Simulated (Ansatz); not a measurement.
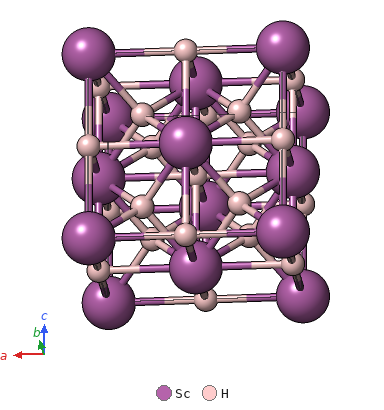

View from a general direction, drawn as a ball-and-stick model. The edges of the conventional unit cell are marked.

ScH₃, space group Fm-3m (No. 225), a = 4.77 Å, b = 4.77 Å, c = 4.77 Å, α = 90.00°, β = 90.00°, γ = 90.00°.

Calculation details: Ansatz, DFT PBEsol, scalar-relativistic, plane waves, PAW; an energy cutoff of 420 eV, k-points about 0.23 Å⁻¹ apart, Gaussian smearing of 0.05 eV, no spin polarisation.

**What is the electronic character?**

A metal: bands cross the Fermi level.

**What pressure does the calculation give for this cell?**

The computed pressure is -4.3 GPa (stretched: it would shrink).

Its origin is a structure type filled with these elements by a generator (whether the compound takes this form wasn't checked). The cell was then strained or its atoms displaced on purpose. It went into a calculation with Ansatz.

At this level of theory the cell isn't at rest (stretched, at -4 GPa), so its distances can differ from those at equilibrium, the more so the softer the solid.
